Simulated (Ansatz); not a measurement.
## Co: 5 runs along one coordinate

System: Co (P6₃/mmc, 4 atoms in the cell).
Method: DFT, revPBE, plane waves (420 eV) with PAW, scalar-relativistic, no spin polarisation (Ansatz 0.2.0).

The 5 runs differ only in the geometry, by an even scaling of the cell at fixed fractional positions.

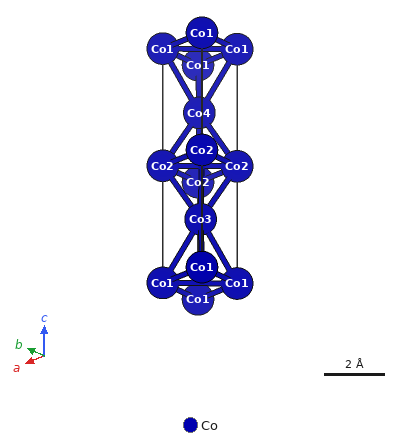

Figure 1. The structure of run 3 (ball-and-stick view of the cell of the calculation, seen at an oblique angle; atoms are numbered from 1 in the order of the input).

## Input of run 3
```yaml
crystal:
  lattice:
    - [2.495439765, 0.0, 0.0]
    - [-1.2477198825, 2.1611142301, 0.0]
    - [0.0, 0.0, 8.1230229046]
  atoms:
    - { symbol: Co, position: [0.0, 0.0, 1.0] }
    - { symbol: Co, position: [0.0, 0.0, 0.5] }
    - { symbol: Co, position: [0.3333333333, 0.6666666667, 0.25] }
    - { symbol: Co, position: [0.6666666667, 0.3333333333, 0.75] }
hamiltonian:
  xc: revpbe
  pseudopotentials:
    kind: paw
    azcp:
      Co: "pseudopotentials/Co.paw.azcp"
basis:
  ecutwfc: 420
  fft_grid_basis: typed
kpoints:
  mp_grid: { grid: [16, 16, 5], shift: [0, 0, 0] }
magnetization:
  spin_polarized: false
scf:
  occupations: { method: fermi_dirac, width: 0.1 }
  lower_state_search: "off"
output:
  stress: true
  write_density: true
  write_potential: true
  elf: true
  volumetric_format: npy
```

Run 2 differs from it as follows:
```diff
-    - [2.495439765, 0.0, 0.0]
-    - [-1.2477198825, 2.1611142301, 0.0]
-    - [0.0, 0.0, 8.1230229046]
+    - [2.4630277877, 0.0, 0.0]
+    - [-1.2315138939, 2.1330446344, 0.0]
+    - [0.0, 0.0, 8.0175171587]
```

## Results, with one run withheld

```tsv
run	volume per atom (Å³)	free energy per atom, from the lowest run given (meV)	pressure (GPa)
1	9.267	130.78	40.90
2	10.531	?	?
3	10.952	0.00	−8.49
4	11.373	31.44	−15.16
5	11.794	78.50	−20.42
```

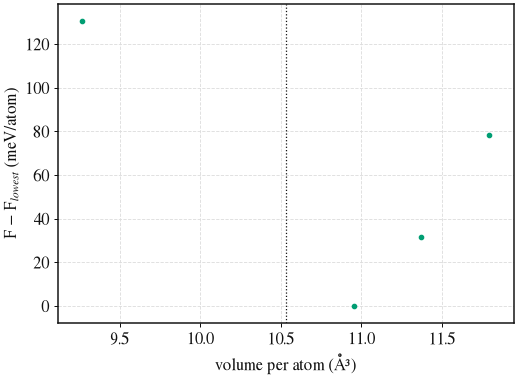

Figure 2. Free energy per atom of the runs given; the dotted line marks run 2.

Fit the runs given and predict run 2.

A quadratic polynomial in V^(−2/3) (the Birch–Murnaghan form), fitted to the 4 runs given, misses them by at most 0.36 meV per atom. With x = V^(−2/3) − 0.20504 Å⁻², it reads F = −7.0615 − 2292.9 x + 4.0095e+05 x² (meV per atom). At run 2 it gives −10.32 meV per atom, and the run itself gives −11.67. The slope of the fit gives a pressure −dF/dV of 0.41 GPa there, and the run prints −0.05 GPa. The two needn't agree exactly: the fit is approximate, and the printed stress is taken on a finite basis. The fit has its minimum at 10.549 Å³ per atom, where V d²F/dV² gives 234 GPa. Cell shape and fractional positions are held, so this is the stiffness under even scaling; the relaxed bulk modulus wasn't computed. So low a polynomial doesn't follow these energies more closely.

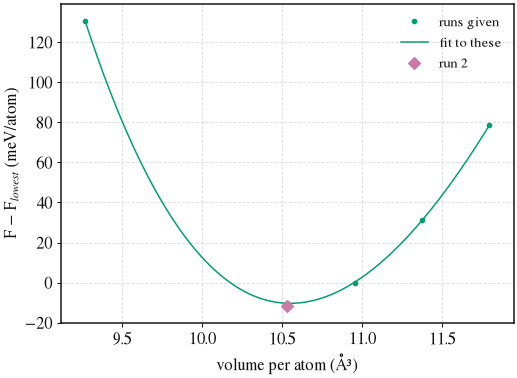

Figure 3. The fit and the withheld run.

## Output, shortened to warnings, some set-up lines, iterations and results (run 2)
```
Basis set: ecut = 420 eV, 789 PW (Γ)
Symmetry: 24 space group operations
k-points: 90 of 1280
Initial density: superposition of atomic densities (neutral atoms: chi_scale 0, normalization atom), corrected by the library's trained network
[...]
SCF iter   1: F=—  HF=-20517.754559 eV  |F-HF|=—  |Δ(HF+E_count)|=         —  Δρ=1.04e-2  dr2=3.57e-2  ethr=1.77e-3  ⟨swp⟩=5.1  Hψ=10976  notcnv=0  defer=5
SCF iter   2: F=—  HF=-20517.755447 eV  |F-HF|=—  |Δ(HF+E_count)|=   8.88e-4  Δρ=4.50e-3  dr2=7.40e-3  ethr=5.25e-5  ⟨swp⟩=1.2  Hψ=4650  notcnv=0  defer=6
SCF iter   3: F=—  HF=-20517.755585 eV  |F-HF|=—  |Δ(HF+E_count)|=   1.38e-4  Δρ=1.00e-3  dr2=4.00e-4  ethr=1.09e-5  ⟨swp⟩=1.0  Hψ=3679  notcnv=0  defer=6
SCF iter   4: F=—  HF=-20517.755613 eV  |F-HF|=—  |Δ(HF+E_count)|=   2.77e-5  Δρ=2.29e-4  dr2=1.62e-5  ethr=5.89e-7  ⟨swp⟩=1.7  Hψ=4627  notcnv=0  defer=6
SCF iter   5: F=—  HF=-20517.755626 eV  |F-HF|=—  |Δ(HF+E_count)|=   1.31e-5  Δρ=9.30e-5  dr2=2.62e-6  ethr=2.38e-8  ⟨swp⟩=2.1  Hψ=5943  notcnv=0  defer=6
SCF iter   6: F=—  HF=-20517.755626 eV  |F-HF|=—  |Δ(HF+E_count)|=   1.45e-7  Δρ=3.98e-5  dr2=2.80e-7  ethr=3.85e-9  ⟨swp⟩=2.1  Hψ=6119  notcnv=0  defer=6
SCF iter   7: F=—  HF=-20517.755626 eV  |F-HF|=—  |Δ(HF+E_count)|=   1.43e-9  Δρ=3.14e-5  dr2=4.17e-7  ethr=1.47e-10  ⟨swp⟩=7.8  Hψ=23951  notcnv=0
SCF iter   8: F=-20517.755626 eV  HF=-20517.755626 eV  |F-HF|=5.45e-9  |Δ(HF+E_count)|=   1.68e-8  Δρ=7.26e-6  dr2=6.71e-9  ethr=1.47e-10  ⟨swp⟩=6.1  Hψ=23715  notcnv=0
SCF 1 converged in 8 iterations: F = -20517.755626 eV  dr2 = 6.71e-9
SCF converged after 8 iterations
Free energy (F): -20517.755626 eV
Harris-Foulkes:  -20517.755626 eV  (|F-HF|=5.45e-9)
Internal energy: -20517.428648 eV  (E = F + TS)
E sigma→0 (E₀):  -20517.592137 eV
Entropy (-TS):   -0.326978 eV (-81.745 meV/atom)
Fermi energy:    19.370857 eV
--- Per-component energies (eV) ---
  E_band       = -930.495715
  E_kinetic    = 1819.439882
  E_local      = -11151.310036  (includes V_loc(G=0)·N_el)
  E_nonlocal   = 1808.778311
  E_hartree    = 4681.758738
  E_xc         = -638.198209
  E_vxc        = -822.847778  (∫ρ·V_xc dr)
  E_paw        = -6070.628377  (= ΣΔE_a)
  E_vpaw       = -1948.068460  (= ΣTr[D̂ρ^β])
  E_aug_tail   = 0.000394  (compensation charges beyond the density's cutoff)
  E_ewald      = -10967.137534
  E_core_change = -0.131816  (= ΣΔE_core)
  E_smearing   = -0.326978  (= −TS)
  E_closure    = -0.000000  (closes the sum)
  Σ components = -20517.755626   (vs F -20517.755626, Δ=0.00e0)
--- Stress (GPa, compression-positive) ---
       -0.067202       0.000000       0.000000
        0.000000      -0.067202       0.000000
        0.000000       0.000000      -0.024510
  P = ⅓ Tr σ = -0.0530 GPa (-0.530 kbar)
```

Notes: The run has no spin polarisation, so a magnetic state may lie lower.
